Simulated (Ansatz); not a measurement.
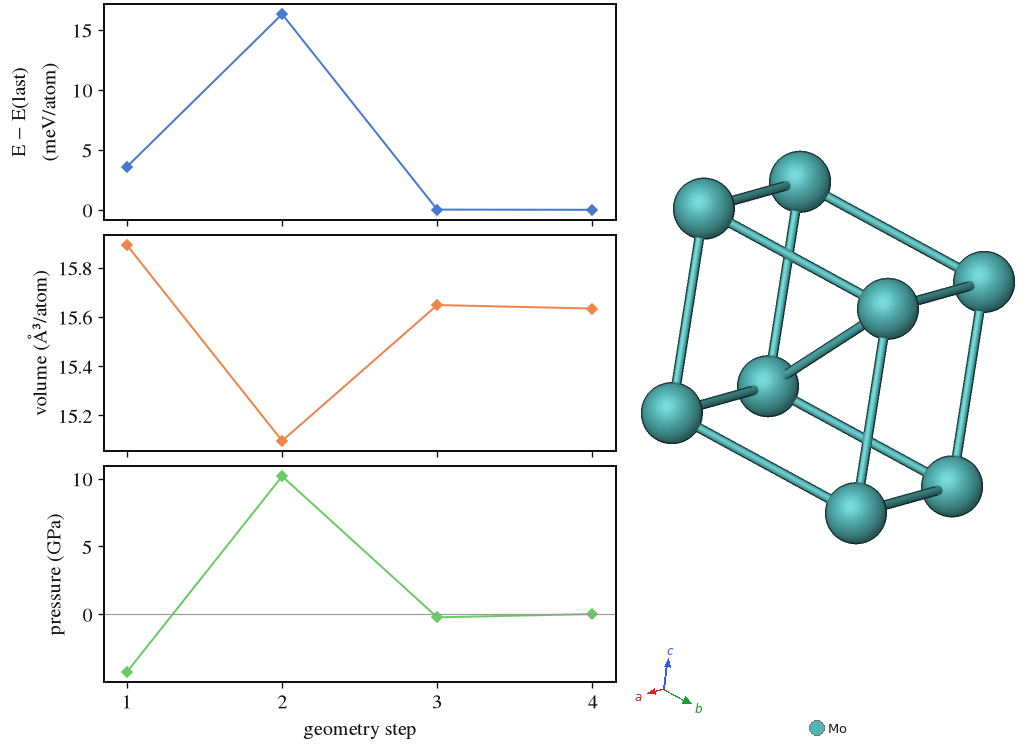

Beside the plot: the structure at the start.

History of a geometry optimisation. Atoms and cell relax. A closing SCF on a freshly chosen basis isn't drawn.

System: Mo (Im-3m, 1 atom in the cell).
Method: DFT r2SCAN, scalar-relativistic, plane waves, PAW (Ansatz 0.2.0); cutoff 500 eV, 18×18×18 k-mesh, Gaussian smearing of 0.1 eV.

Q: How did it end, and what did it gain?

A: The optimisation met its thresholds at geometry 4, counting the start as the first. The energy fell by about 3.6 meV/atom from the first step to the last. Step 2 went uphill and was rejected by the line search. All forces vanish by symmetry, so only the cell moves.

Q: Was the starting cell too large or too small?

A: The volume shrinks from 15.89 to 15.63 Å³ per atom (−1.6 %), overshooting to 15.10 at step 2, as the pressure goes from −4.3 GPa to about 0 GPa. The start was expanded.
